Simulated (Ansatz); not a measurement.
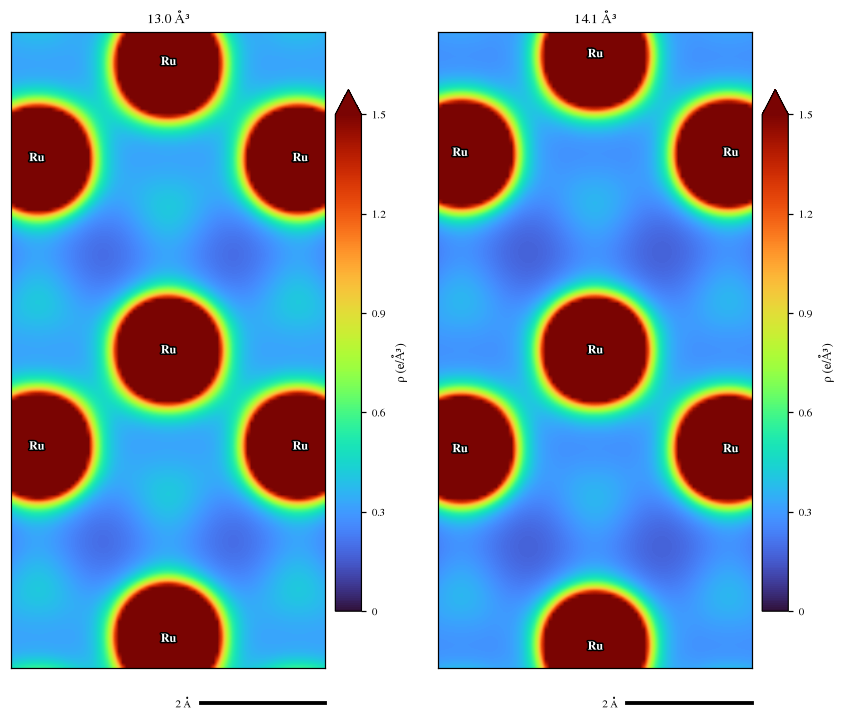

Ru. The valence electron density of cells scaled evenly to different volumes (given per atom above each panel), on the (110) plane of each (indices in the axes of the cell below), at one length scale and on one colour scale.

These are results of Kohn-Sham DFT of a periodic cell, BHLYP, Ansatz PAW (Ansatz 0.2.0), not measurements.

In a PAW calculation such maps are meaningful between the atoms, not at the nuclei.

The largest cell:

```yaml
crystal:
  lattice:
    - [2.74141, 0.00000, 0.00000]
    - [-1.37070, 2.37413, 0.00000]
    - [0.00000, 0.00000, 4.33825]
  atoms:
    - { symbol: Ru, position: [0.66667, 0.33333, 0.75000] }
    - { symbol: Ru, position: [0.33333, 0.66667, 0.25000] }
```

| volume (Å³/atom) | Ru–Ru contact in the plane (Å) | ρ at its midpoint (e/Å³) | pressure (GPa) | 
| --- | --- | --- | --- |
| 13.03 | 2.615 | 0.464 | 7.3 | 
| 13.85 | 2.668 | ? | ? | 
| 14.12 | 2.685 | 0.410 | −19.8 | 

Estimate the missing row, and compare with the calculation.

Over the known rows ln ρ falls by 1.77 per Å of Ru–Ru distance (the line through the two), which gives 0.423 e/Å³ at 2.668 Å; the calculation gives 0.423 e/Å³. For the pressure, a straight line in volume between the neighbouring rows gives −13.1 GPa; the calculation gives −14.2, lower because pressure rises ever faster on compression.
